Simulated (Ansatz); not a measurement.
## Electronic structure of Si in real space

The calculation's input:

```
crystal:
  lattice:
    - [2.3952341303, 0.0, 0.0]
    - [0.0, 2.3952341303, 0.0]
    - [0.0, 0.0, 2.3952341303]
  atoms:
    - { symbol: Si, position: [0.0, 0.0, 0.0] }
hamiltonian:
  xc: lda
  pseudopotentials:
    kind: paw
    azcp:
      Si: "pseudopotentials/Si.paw.azcp"
basis:
  ecutwfc: 420
  fft_grid_basis: typed
kpoints:
  mp_grid: { grid: [14, 14, 14], shift: [0, 0, 0] }
magnetization:
  spin_polarized: false
scf:
  occupations: { method: fermi_dirac, width: 0.1 }
  lower_state_search: "off"
output:
  stress: true
  write_density: true
  write_potential: true
  elf: true
  volumetric_format: npy
```

Below, planes, directions and counts refer to the conventional cell (a = 2.40 Å, b = 2.40 Å, c = 2.40 Å, α = 90.00°, β = 90.00°, γ = 90.00°).

Space group Pm-3m; set up as Si, simple cubic; a generated structure, not necessarily the stable one; changed on purpose from its base cell (volume × 0.88); computed pressure about 19 GPa in this cell.

Level of theory: DFT, LDA (PW92), plane waves (420 eV) with PAW, scalar-relativistic (Ansatz).

Core electrons are frozen (PAW), and the valence fields are smoothed inside the atomic spheres.

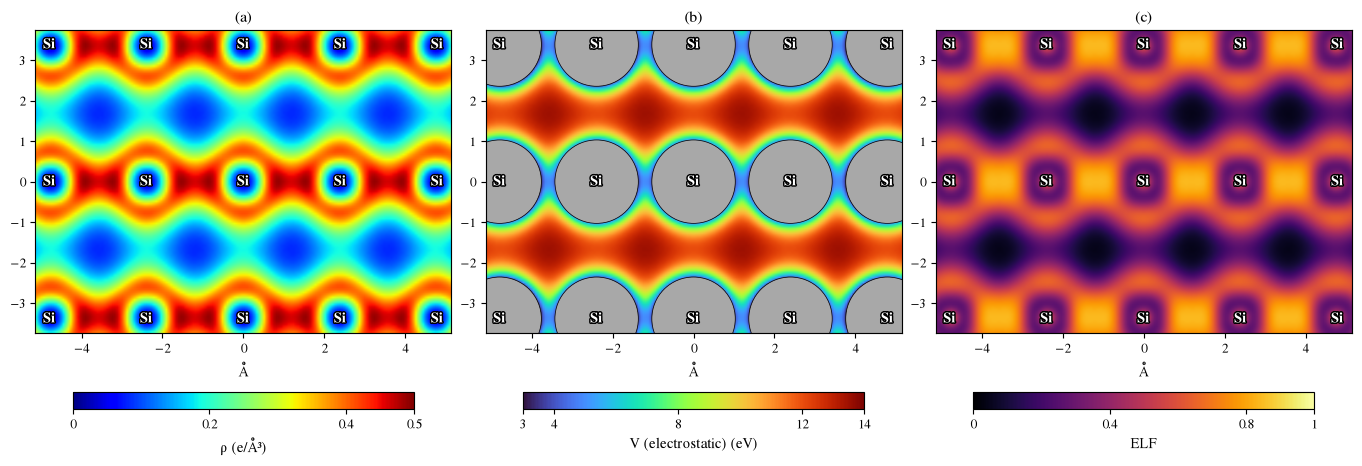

Figure 1. (a) valence pseudo-density; (b) electrostatic potential energy of an electron; (c) ELF on the (101) plane of the conventional cell. Grey discs cover the atomic cores in the potential map.

### Interpret the plot.

Atoms in the plane: Si. Si–Si (2.40 Å): ρ is about 0.46 e/Å³ halfway; the ELF peaks at about 0.85 between the atoms. Between the atoms the lowest density in this plane is 0.08 e/Å³. Outside the cores the potential energy rises away from the atoms and is highest about 2.0 Å from the nearest atoms; its zero is arbitrary.

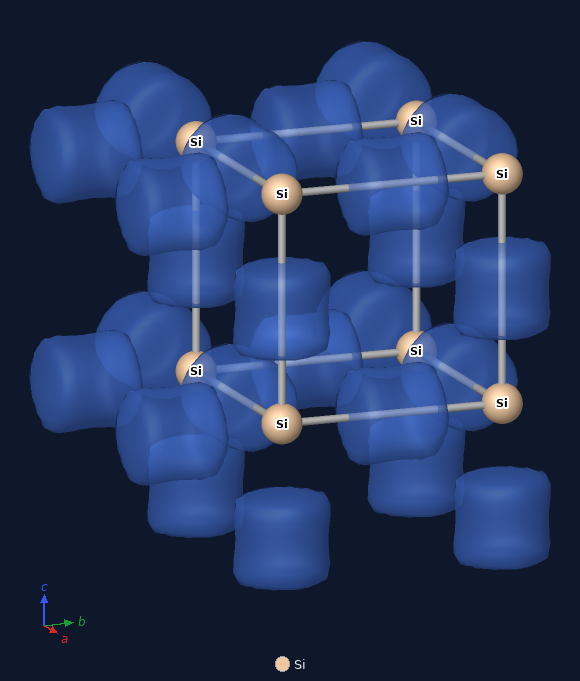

Figure 2. Isosurface of the ELF at 0.7 (blue), seen slightly off an axis. Only the valence region is drawn (cores and ρ < 0.01 e/Å³ removed). Sticks mark near contacts.

### Where are the electrons localised?

At this value the surface marks out three regions between bonded Si–Si atoms, counted in one cell of 1 atoms. Regions shared between cells count once.

### Does the calculation make it a metal, or give it a gap?

It is gapless in this calculation (a metal or semimetal).
